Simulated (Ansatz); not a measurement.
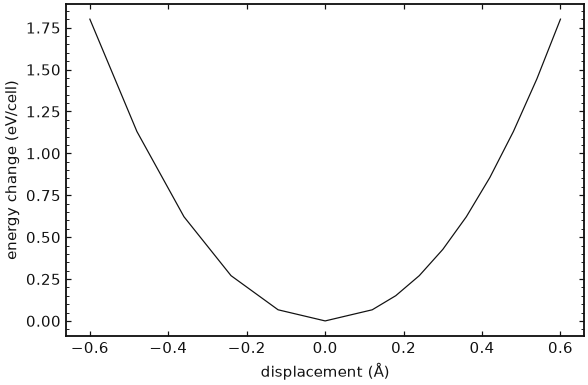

The plot gives the computed energy change against displacement.

Computed with Ansatz 0.2.0: one atom of a crystal moved along a line, all else fixed, by plane-wave density functional theory with PAW datasets, free energies less that of the undisturbed cell, pressure positive in compression; scalar-relativistic. Level: PBEsol, no spin polarisation.

For which of these solids was it computed?
A. Ti₄O₃, I4/mmm (No. 139), 10.4 Å³/atom, direction [0.0, 0.0, 1.0], moved atom 5
B. CoSi₂, Fm-3m (No. 225), 12.5 Å³/atom, direction [-0.57735, 0.57735, 0.57735], moved atom 5
C. AlNi₃, Fm-3m (No. 225), 11.0 Å³/atom, direction [0.0, 0.0, -1.0], moved atom 3

C, AlNi₃: energy change from 0.00 eV/cell to 1.80 eV/cell. The others give: CoSi₂, energy change from 0.0000 eV/cell to 0.3673 eV/cell; Ti₄O₃, energy change from 0.0000 eV/cell to 0.0708 eV/cell.

For AlNi₃, limits of the calculation: no spin polarisation, a magnetic state may lie lower.

For CoSi₂, limits of the calculation: no spin polarisation, a magnetic state may lie lower.

For Ti₄O₃, limits of the calculation: no spin polarisation, a magnetic state may lie lower.
